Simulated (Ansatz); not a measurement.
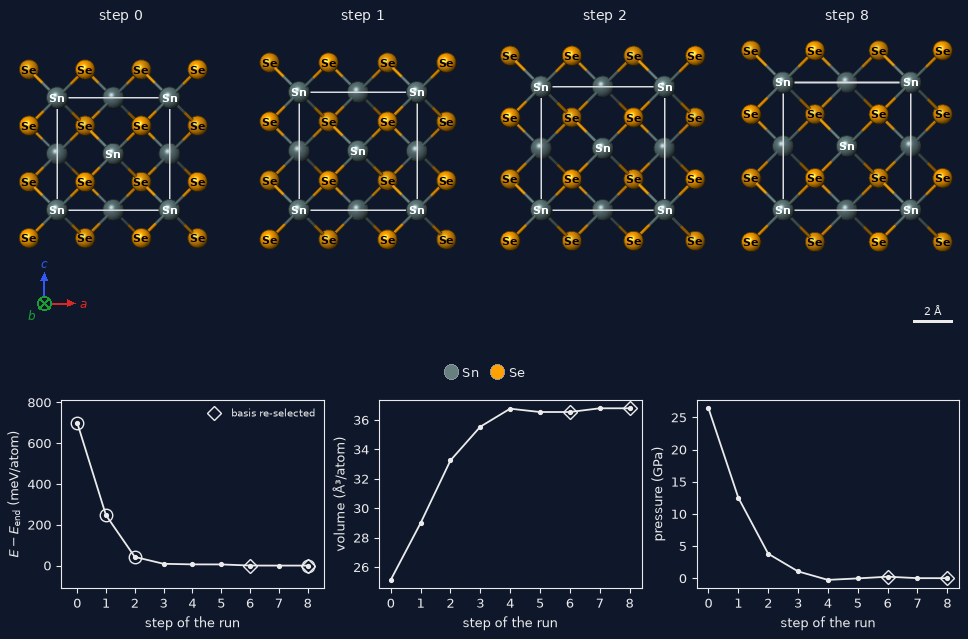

Frames of a relaxation of crystalline SnSe (built on the zincblende type), marked on the history of the run. The picture is a ball-and-stick view of the conventional cell (4 times the calculation's cell), seen along the b axis. Lengths and directions refer to the drawn axes.

Computed with DFT, PBEsol, plane waves, PAW (Ansatz 0.2.0). Set-up: plane-wave cutoff 420 eV; k-point mesh 6 × 6 × 6; occupations fermi dirac; smearing width 0.03 eV; no spin polarisation; cell and atoms relaxed; force threshold 0.01 eV/Å; at most 120 steps.

What happens along the run?

Answer. No atom moves by more than 0.005 Å relative to the cell. The drawn cell changes as follows: a = b = c 5.859 → 6.652 Å (+13.5 %); the volume changes by +46.4 %. Among the contacts that change: Se–Sn 2.537 → 2.881 Å. The space group stays F-43m (No. 216). After 6 accepted moves (8 points after the start) the energy has fallen by 701 meV per atom. All forces vanish by symmetry, so only the cell relaxes. Pressure: 26.43 GPa at the start and 0.03 GPa at the end. The SCF was repeated twice at an unchanged geometry on a basis and grid sized afresh for the cell, which shifted the energy by 5.5 meV per atom at most. From step 0 to 1: volume +15.3 %, energy −454 meV per atom. From step 1 to 2: volume +14.7 %, energy −205 meV per atom. From step 2 to 8: volume +10.7 %, energy −42.5 meV per atom.

| step | E − E(0), meV/atom | pressure, GPa | volume, Å³/atom | note |
| --- | --- | --- | --- | --- |
| 0 | 0.00 | 26.43 | 25.137 |  |
| 1 | -454.07 | 12.53 | 28.996 |  |
| 2 | -658.74 | 3.83 | 33.256 |  |
| 3 | -692.47 | 1.08 | 35.547 |  |
| 4 | -695.34 | -0.24 | 36.773 |  |
| 5 | -695.56 | -0.01 | 36.547 |  |
| 6 | -701.05 | 0.26 | 36.547 | same geometry, new basis |
| 7 | -701.24 | 0.03 | 36.800 |  |
| 8 | -701.27 | 0.03 | 36.800 | same geometry, new basis |
